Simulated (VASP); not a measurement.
Run report: ZnS, geometry relaxation (part 2 of 2)

ZnS (F-43m, 2 atoms in the cell); Kohn-Sham DFT of a periodic cell, PBEsol, VASP PAW PBE potentials, recommended, no spin polarisation (VASP 6.6.1); cutoff 600 eV, 10×10×10 k-mesh, Gaussian smearing of 0.03 eV. The structure derives from an entry of the Crystallography Open Database.

Geometry of the input (Å; fractional positions):
```
0.0000  2.7020  2.7020
2.7020  0.0000  2.7020
2.7020  2.7020  0.0000
Zn 0.2500  0.2500  0.2500
S  0.0000  0.0000  0.0000
```

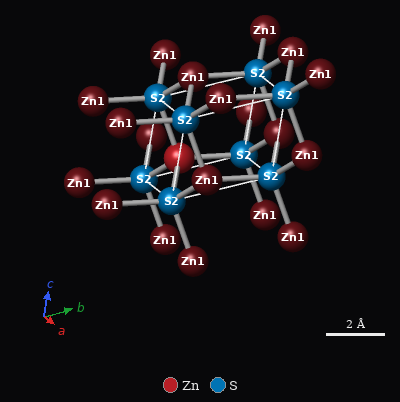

Figure 1. The geometry at step 1 of the log (ball-and-stick view of the cell of the calculation, seen slightly off an axis; neighbours outside the cell are drawn fainter; atoms are numbered from 1 in the order of the input).

### Parts of OUTCAR, continued
```
   LRPA    =     F    only Hartree local field effects (RPA)
 conjugate gradient relaxation of ions
 non-spin polarized calculation
 Gauss-broadening in eV      SIGMA  =   0.03
  energy-cutoff  :      600.00
  volume of cell :       39.45
 maximum number of plane-waves:      1363
   NGX = 15   NGY = 15   NGZ = 15

--------------------------------------- Ionic step        1  -------------------------------------------

 number of electron      17.9999998 magnetization

 Free energy of the ion-electron system (eV)
  ---------------------------------------------------
  ext. energy  EPLUGINS =         0.00000000
  ---------------------------------------------------
  free energy    TOTEN  =        -7.58393353 eV

  energy without entropy =       -7.58393353  energy(sigma->0) =       -7.58393353

------------------------ aborting loop because EDIFF is reached ----------------------------------------

  FORCE on cell =-STRESS in cart. coord.  units (eV):
  Direction    XX          YY          ZZ          XY          YZ          ZX
  --------------------------------------------------------------------------------------
  -------------------------------------------------------------------------------------
  Total       -0.4264507     -0.4264507     -0.4264507      0.0000000      0.0000000      0.0000000
  in kB      -17.3178277    -17.3178277    -17.3178277      0.0000000      0.0000000      0.0000000
  external PRESSURE =     -17.3178277 kB  Pullay stress =       0.0000000 kB

 VOLUME and BASIS-vectors are now :
 -----------------------------------------------------------------------------
  energy-cutoff  :      600.00
  volume of cell :       39.45
      direct lattice vectors                 reciprocal lattice vectors
     0.000000000  2.702000000  2.702000000    -0.185048113  0.185048113  0.185048113
     2.702000000  0.000000000  2.702000000     0.185048113 -0.185048113  0.185048113
     2.702000000  2.702000000  0.000000000     0.185048113  0.185048113 -0.185048113

 POSITION                                       TOTAL-FORCE (eV/Angst)
 -----------------------------------------------------------------------------------
      1.35100      1.35100      1.35100        -0.000000      0.000000      0.000000
      0.00000      0.00000      0.00000         0.000000     -0.000000     -0.000000
 -----------------------------------------------------------------------------------
    total drift:                               -0.000001     -0.000001     -0.000001

  FREE ENERGIE OF THE ION-ELECTRON SYSTEM (eV)
  ---------------------------------------------------
  free  energy   TOTEN  =        -7.5839335253 eV

  energy  without entropy=       -7.5839335253  energy(sigma->0) =       -7.58393353

--------------------------------------- Ionic step        2  -------------------------------------------

 number of electron      17.9999988 magnetization

------------------------ aborting loop because EDIFF is reached ----------------------------------------

  FORCE on cell =-STRESS in cart. coord.  units (eV):
  Direction    XX          YY          ZZ          XY          YZ          ZX
  --------------------------------------------------------------------------------------
  -------------------------------------------------------------------------------------
  Total        0.1422199      0.1422199      0.1422199     -0.0000000      0.0000000      0.0000000
  in kB        5.9573967      5.9573967      5.9573967     -0.0000000      0.0000000      0.0000000
  external PRESSURE =       5.9573967 kB  Pullay stress =       0.0000000 kB

 VOLUME and BASIS-vectors are now :
 -----------------------------------------------------------------------------
  energy-cutoff  :      600.00
  volume of cell :       38.25
      direct lattice vectors                 reciprocal lattice vectors
    -0.000000000  2.674205722  2.674205722    -0.186971405  0.186971405  0.186971405
     2.674205722  0.000000000  2.674205722     0.186971405 -0.186971405  0.186971405
     2.674205722  2.674205722 -0.000000000     0.186971405  0.186971405 -0.186971405

 POSITION                                       TOTAL-FORCE (eV/Angst)
 -----------------------------------------------------------------------------------
      1.33710      1.33710      1.33710         0.000000     -0.000000     -0.000000
      2.67421      5.34841      2.67421        -0.000000      0.000000      0.000000
 -----------------------------------------------------------------------------------
    total drift:                               -0.000000     -0.000000     -0.000000

  FREE ENERGIE OF THE ION-ELECTRON SYSTEM (eV)
  ---------------------------------------------------
  free  energy   TOTEN  =        -7.5888246787 eV

  energy  without entropy=       -7.5888246787  energy(sigma->0) =       -7.58882468

--------------------------------------- Ionic step        3  -------------------------------------------

 number of electron      17.9999989 magnetization

 Free energy of the ion-electron system (eV)
  ---------------------------------------------------
  ext. energy  EPLUGINS =         0.00000000
  ---------------------------------------------------
  free energy    TOTEN  =        -7.58928851 eV

  energy without entropy =       -7.58928851  energy(sigma->0) =       -7.58928851

 E-fermi :   2.4429     XC(G=0):  -9.9635     alpha+bet : -8.2540

 val. band max:        2.2414848416   @ k =   0.0000   0.0000   0.0000
 cond. band min:       4.3244000260   @ k =   0.0000   0.0000   0.0000
 fundamental gap:      2.0829151844
 Fermi energy:         2.4428758885

 k-point     1 :       0.0000    0.0000    0.0000
  band No.  band energies     occupation
      1     -11.0858      2.00000
      2      -4.2312      2.00000
      3      -4.2312      2.00000
      4      -4.2312      2.00000
      5      -3.7030      2.00000
      6      -3.7030      2.00000
      7       2.2415      2.00000
      8       2.2415      2.00000
      9       2.2415      2.00000
     10       4.3244      0.00000
     11       8.5318      0.00000
     12       8.5318      0.00000
     13       8.5318      0.00000

 k-point     2 :       0.1000    0.0000    0.0000
  band No.  band energies     occupation
      1     -11.0058      2.00000
      2      -4.2338      2.00000
      3      -4.2166      2.00000
      4      -4.2166      2.00000
      5      -3.7044      2.00000
      6      -3.7044      2.00000
      7       1.4176      2.00000
      8       2.1381      2.00000
      9       2.1381      2.00000
     10       4.9521      0.00000
     11       8.4442      0.00000
     12       8.7100      0.00000
     13       8.7100      0.00000

 k-point     3 :       0.2000    0.0000    0.0000
  band No.  band energies     occupation
      1     -10.7844      2.00000
      2      -4.2227      2.00000
      3      -4.1806      2.00000
      4      -4.1806      2.00000
      5      -3.7047      2.00000
      6      -3.7047      2.00000
      7       0.0150      2.00000
      8       1.8885      2.00000
      9       1.8885      2.00000
     10       5.5910      0.00000
     11       8.7028      0.00000
     12       9.0612      0.00000
     13       9.0613      0.00000

 k-point     4 :       0.3000    0.0000    0.0000
  band No.  band energies     occupation
      1     -10.4822      2.00000
      2      -4.1426      2.00000
      3      -4.1423      2.00000
      4      -4.1423      2.00000
      5      -3.6959      2.00000
      6      -3.6959      2.00000
      7      -1.3659      2.00000
      8       1.6110      2.00000
      9       1.6110      2.00000
     10       5.6563      0.00000
     11       9.2063      0.00000
     12       9.2063      0.00000
     13       9.6621      0.00000

 k-point     5 :       0.4000    0.0000    0.0000
  band No.  band energies     occupation
      1     -10.2080      2.00000
      2      -4.1180      2.00000
      3      -4.1180      2.00000
      4      -3.9060      2.00000
      5      -3.6795      2.00000
      6      -3.6795      2.00000
      7      -2.5312      2.00000
      8       1.4047      2.00000
      9       1.4047      2.00000
     10       5.5382      0.00000
     11       9.1217      0.00000
     12       9.1218      0.00000
     13      10.6598      0.00000

 [... the levels of 18 k-points are left out ...]

 k-point    24 :       0.4000    0.3000    0.0000
  band No.  band energies     occupation
      1     -10.0631      2.00000
      2      -4.2754      2.00000
      3      -3.9722      2.00000
      4      -3.9642      2.00000
      5      -3.6827      2.00000
      6      -3.6417      2.00000
      7      -1.6141      2.00000
      8       0.1474      2.00000
      9       0.3705      2.00000
     10       6.1192      0.00000
     11       6.8705      0.00000
     12      10.9830      0.00000
     13      11.9666      0.00000

 [... further k-points ...]

------------------------ aborting loop because EDIFF is reached ----------------------------------------

  FORCE on cell =-STRESS in cart. coord.  units (eV):
  Direction    XX          YY          ZZ          XY          YZ          ZX
  --------------------------------------------------------------------------------------
  -------------------------------------------------------------------------------------
  Total       -0.0075649     -0.0075649     -0.0075649     -0.0000000     -0.0000000     -0.0000000
  in kB       -0.3147171     -0.3147171     -0.3147171     -0.0000000     -0.0000000     -0.0000000
  external PRESSURE =      -0.3147171 kB  Pullay stress =       0.0000000 kB

 VOLUME and BASIS-vectors are now :
 -----------------------------------------------------------------------------
  energy-cutoff  :      600.00
  volume of cell :       38.51
      direct lattice vectors                 reciprocal lattice vectors
    -0.000000000  2.680331439  2.680331439    -0.186544094  0.186544094  0.186544094
     2.680331439  0.000000000  2.680331439     0.186544094 -0.186544094  0.186544094
     2.680331439  2.680331439 -0.000000000     0.186544094  0.186544094 -0.186544094

 POSITION                                       TOTAL-FORCE (eV/Angst)
 -----------------------------------------------------------------------------------
      1.34017      1.34017      1.34017        -0.000000     -0.000000     -0.000000
      0.00000      0.00000      0.00000         0.000000      0.000000      0.000000
 -----------------------------------------------------------------------------------
    total drift:                               -0.000000     -0.000000     -0.000001

  FREE ENERGIE OF THE ION-ELECTRON SYSTEM (eV)
  ---------------------------------------------------
  free  energy   TOTEN  =        -7.5892885087 eV

  energy  without entropy=       -7.5892885087  energy(sigma->0) =       -7.58928851

 reached required accuracy - stopping structural energy minimisation
```

### CONTCAR
```
ZnS
   1.00000000000000
    -0.0000000000000000    2.6803314387452324    2.6803314387452324
     2.6803314387452324    0.0000000000000000    2.6803314387452324
     2.6803314387452324    2.6803314387452324   -0.0000000000000000
  Zn              S
     1     1
Direct
     0.2500000000000000    0.2500000000000000    0.2500000000000000
     0.0000000000000000    0.0000000000000000    0.0000000000000000

  0.00000000E+00  0.00000000E+00  0.00000000E+00
  0.00000000E+00  0.00000000E+00  0.00000000E+00
```

### Trajectory as extended XYZ (Å, eV, eV/Å), 3 frames, from step=0 to step=2
```
2
Lattice="0.0000 2.7020 2.7020 2.7020 0.0000 2.7020 2.7020 2.7020 0.0000" Properties=species:S:1:pos:R:3:forces:R:3 step=0 energy=-7.58393
Zn    1.3510    1.3510    1.3510    0.0000   0.0000   0.0000
S     0.0000    0.0000    0.0000    0.0000   0.0000   0.0000
2
Lattice="-0.0000 2.6742 2.6742 2.6742 0.0000 2.6742 2.6742 2.6742 -0.0000" Properties=species:S:1:pos:R:3:forces:R:3 step=1 energy=-7.58882
Zn    1.3371    1.3371    1.3371    0.0000   0.0000   0.0000
S     2.6742    5.3484    2.6742    0.0000   0.0000   0.0000
2
Lattice="-0.0000 2.6803 2.6803 2.6803 0.0000 2.6803 2.6803 2.6803 -0.0000" Properties=species:S:1:pos:R:3:forces:R:3 step=2 energy=-7.58929
Zn    1.3402    1.3402    1.3402    0.0000   0.0000   0.0000
S     0.0000    0.0000    0.0000    0.0000   0.0000   0.0000
```

### Results in brief

- outcome: converged
- space group (tolerance 0.01 Å): F-43m (216)
- electrons treated: 18
- free energy: −7.5893 eV
- Fermi energy: 2.443 eV
- gap on the k-point mesh: 2.08 eV
- pressure: −0.03 GPa
- final volume: 38.51 Å³
- largest force (length of the vector) at the end: under 0.001 eV/Å
- final cell: a = 3.791 Å, b = 3.791 Å, c = 3.791 Å, α = 60.00°, β = 60.00°, γ = 60.00°
- wall time: 22 s
- peak memory: 0.2 GiB
